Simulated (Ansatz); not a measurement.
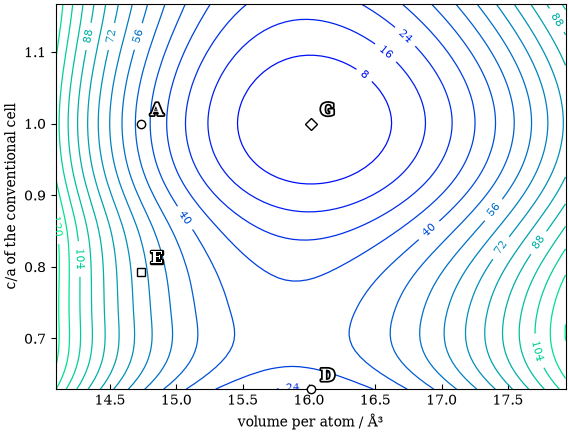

Ti (Fm-3m, No. 225; 1 atom in the cell). The energy is mapped over volume and the cell's shape. First axis: volume per atom. Second axis: c/a of the conventional cell. Nothing is relaxed (symmetry fixes all fractional coordinates). The scan uses a 7 × 9 grid. Points are written as (first, second). Energies are in meV/atom, from the lowest grid point. Computed with DFT LDA, scalar-relativistic, plane waves, PAW (Ansatz 0.2.0). Settings: cutoff 520 eV, k-mesh 22×22×22, gaussian smearing 0.15 eV, no spin polarisation.

Drawn: contour lines labelled in meV/atom, lettered points. Between grid points the surface is interpolated.

Q: Is G the lowest point of the computed grid?

A: Yes. G, at (16.01 Å³, 1.000) [fcc], has the lowest energy of the grid.

Q: Rank the lettered points by energy, lowest first.

A: G (0 meV/atom), D (24 meV/atom), A (45 meV/atom), E (67 meV/atom).

PAW datasets: the set soft_1.
